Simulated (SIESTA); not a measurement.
**A series of single points on Ta**

System: Ta (Fm-3m, 1 atom in the cell).
Method: Kohn-Sham DFT of a periodic cell, LDA, PseudoDojo 0.4 standard, converted to PSML, no spin polarisation (SIESTA 5.4.2).

The 7 runs differ only in the geometry, by an even scaling of the cell at fixed fractional positions. The structure derives from an entry of the Crystallography Open Database.

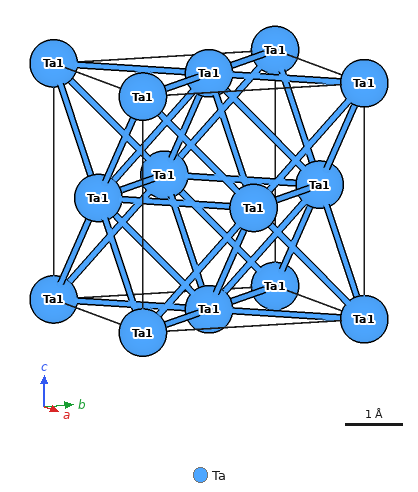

Figure 1. The structure of run 4 (ball-and-stick view of the cell 4 times as large as that of the calculation, set on its symmetry axes, seen slightly off an axis; atoms are numbered from 1 in the order of the input). An atom can appear more than once, as a periodic image.

**Input of run 4**
```
SystemName                      Ta
SystemLabel                     Ta
NumberOfSpecies                 1
NumberOfAtoms                   1
%block ChemicalSpeciesLabel
  1  73 Ta
%endblock ChemicalSpeciesLabel

LatticeConstant                 1.0 Ang
%block LatticeVectors
     0.0000000000     2.1100000000     2.1100000000
     2.1100000000     0.0000000000     2.1100000000
     2.1100000000     2.1100000000     0.0000000000
%endblock LatticeVectors
AtomicCoordinatesFormat         Fractional
%block AtomicCoordinatesAndAtomicSpecies
     0.0000000000     0.0000000000     0.0000000000  1  Ta
%endblock AtomicCoordinatesAndAtomicSpecies

%block kgrid.MonkhorstPack
   11   0   0  0.0
    0  11   0  0.0
    0   0  11  0.0
%endblock kgrid.MonkhorstPack
XC.Functional                   LDA
XC.Authors                      PW92
PAO.BasisSize                   DZP
PAO.EnergyShift                 0.003 Ry
Mesh.Cutoff                     800 Ry
OccupationFunction              FD
ElectronicTemperature           0.05 eV
MaxSCFIterations                120
SCF.MustConverge                false
SCF.Mixer.Method                Pulay
SCF.Mixer.Weight                0.25
SCF.Mixer.History               8
SCF.DM.Tolerance                5.0e-05
SCF.H.Tolerance                 1.0e-03 eV
WriteForces                     true
Charge.Mulliken                 end
BandLinesScale                  ReciprocalLatticeVectors
%block BandLines
    1    0.000000   0.000000   0.000000  \Gamma
   12    0.500000   0.000000   0.500000  X
    6    0.500000   0.250000   0.750000  W
    4    0.375000   0.375000   0.750000  K
   13    0.000000   0.000000   0.000000  \Gamma
   11    0.500000   0.500000   0.500000  L
    8    0.625000   0.250000   0.625000  U
    4    0.500000   0.250000   0.750000  W
    9    0.500000   0.500000   0.500000  L
    8    0.375000   0.375000   0.750000  K
    1    0.625000   0.250000   0.625000  U
    4    0.500000   0.000000   0.500000  X
%endblock BandLines
%block PAO.Basis
  Ta 5
  n=5 0 2
    3.138 0.000
  n=6 0 2
    7.656 0.000
  n=5 1 2
    3.782 0.000
  n=6 1 1
    7.656
  n=5 2 2
    7.124 0.000
%endblock PAO.Basis
```

Command:
```bash
siesta Ta.fdf > Ta.out 2>&1
```

Run 6 has the same physical settings and fractional positions; its lattice vectors (Å) are:
```
   0.000000    2.137766    2.137766
   2.137766    0.000000    2.137766
   2.137766    2.137766    0.000000
```

**Results, with one run withheld**

```csv
run,volume per atom (Å³),"free energy per atom, from the lowest run given (meV)",pressure (GPa)
1,17.661,0.00,2.12
2,18.036,0.42,−2.40
3,18.412,11.03,−6.52
4,18.788,30.93,−10.35
5,19.164,59.40,−13.86
6,19.539,?,?
7,19.915,139.12,−19.95
```

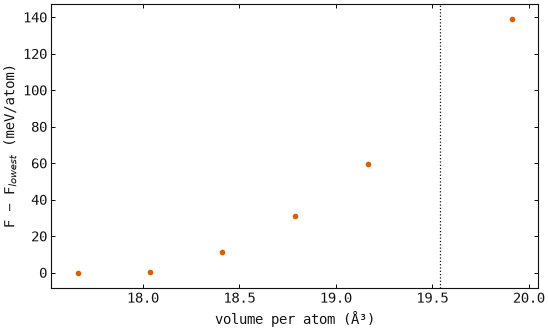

Figure 2. Free energy per atom of the runs given; the dotted line marks run 6.

Fit the runs given and predict run 6.

A cubic polynomial in V^(−2/3) (the Birch–Murnaghan form), fitted to the 6 runs given, misses them by at most 0.01 meV per atom. With x = V^(−2/3) − 0.14225 Å⁻², it reads F = 21.973 − 10908 x + 1.3047e+06 x² − 3.8794e+06 x³ (meV per atom). At run 6 it gives 95.62 meV per atom, and the run itself gives 95.70. The slope of the fit gives a pressure −dF/dV of −17.05 GPa there, and the run prints −17.04 GPa. The fit has its minimum at 17.832 Å³ per atom, where V d²F/dV² gives 215 GPa: the bulk modulus at this level, since symmetry fixes the shape and the positions.

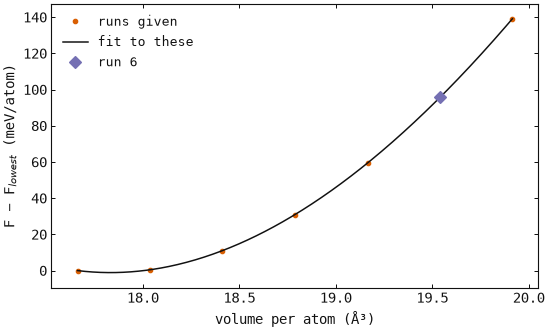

Figure 3. The fit and the withheld run.

**Some lines of the output (run 6)**
```
[...]
outcell: Cell volume (Ang**3)        :     19.5394
stepf: Fermi-Dirac step function
siesta: Etot    =     -1772.030944
siesta: FreeEng =     -1772.042105
        iscf     Eharris(eV)        E_KS(eV)     FreeEng(eV)     dDmax    Ef(eV) dHmax(eV)
siesta: E_KS(eV) =            -1772.4747
siesta: E_KS - E_eggbox =     -1772.4747
siesta: Etot    =     -1772.474688
siesta: FreeEng =     -1772.487168
siesta:         Fermi =      -4.571293
siesta: Cell volume =         19.539376 Ang**3
    Orbital volume contribution        =           1.249088 eV
```

Notes: Points of doubt noted for this run: mulliken charges of long orbitals. Spin–orbit coupling is left out, which matters for Ta. With a small basis of atomic orbitals these values can differ much from converged plane-wave results.
